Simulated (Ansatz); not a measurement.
Mo (Pm-3m, No. 221): coordinates from a relaxation with DFT PBE, scalar-relativistic, plane waves, PAW (Ansatz); the starting structure was generated, so it need not be a known form of this composition.

```xyz
1
Lattice="2.5994 0.0000 0.0000 0.0000 2.5994 0.0000 0.0000 0.0000 2.5994" Properties=species:S:1:pos:R:3 pbc="T T T"
Mo    0.0000    0.0000    0.0000
```

What will a Z-contrast image along [210] show? The image is simulated as a sum over atoms of Z^1.7, blurred by a 0.77 Å probe (no channelling). The display is stretched by a gamma of 0.8; percentages refer to the linear signal. Shot noise and the speckle of an amorphous layer were added.

Answer. The columns repeat on a rectangular net of 1.16 × 2.60 Å (plane group p2mm). All columns are alike (Mo). The shortest distance between visible columns is 1.16 Å in projection. Along the beam the structure repeats every 5.81 Å.

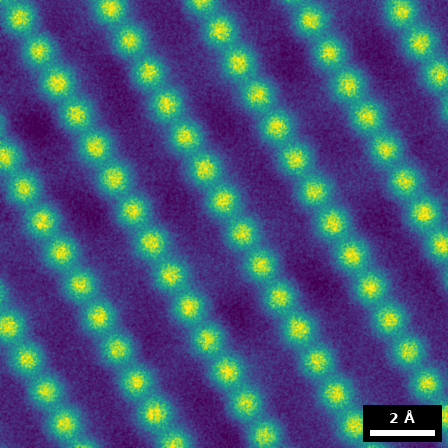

The simulated image.
